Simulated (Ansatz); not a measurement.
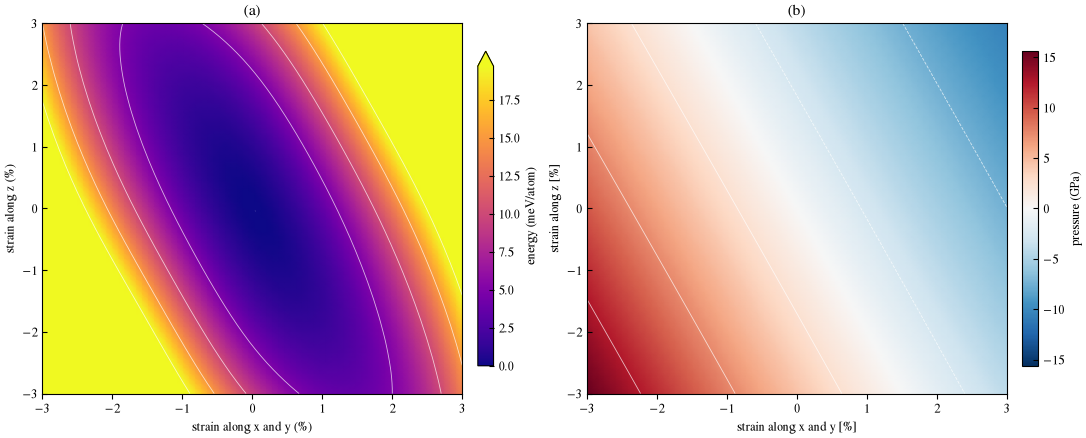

Zr₂O (Pn-3m, No. 224; 6 atoms in the cell). The cell is strained homogeneously, by one strain along x and y and another along z, with fractional coordinates fixed (x, y and z along the cube axes). Coordinates scanned: (1) strain along x and y; (2) strain along z. The grid has 5 × 5 points. Energies are in meV/atom, from the lowest grid point. Computed with DFT PBEsol, scalar-relativistic, plane waves, PAW (Ansatz). Settings: cutoff 420 eV, k-mesh 10×10×10, gaussian smearing 0.15 eV, no spin polarisation.

Panel (a) is the energy; panel (b) is the computed pressure, in GPa.

In the figure: a smooth colour map with a few white contour lines, one colour for all values above the top of the scale. Between grid points the surface is interpolated.

Question: How does the pressure vary over the map, and what is it at the lowest grid point?

Answer: It runs from −10.5 GPa at strain along x and y = 3.0 %, strain along z = 3.0 % to 15.6 GPa at strain along x and y = −3.0 %, strain along z = −3.0 %. At the lowest grid point, strain along x and y = 0.0 %, strain along z = 0.0 %, it is 0.0 GPa.

| strain along z ↓, strain along x and y → | −3.0 | −1.5 | 0.0 | 1.5 | 3.0 |
| --- | --- | --- | --- | --- | --- |
| 3.0 | 4.5 | 0.0 | −4.0 | −7.5 | −10.5 |
| 1.5 | 7.0 | 2.2 | −2.1 | −5.8 | −9.0 |
| 0.0 | 9.7 | 4.6 | 0.0 | −4.0 | −7.5 |
| −1.5 | 12.6 | 7.1 | 2.2 | −2.1 | −5.8 |
| −3.0 | 15.6 | 9.7 | 4.5 | 0.0 | −4.0 |
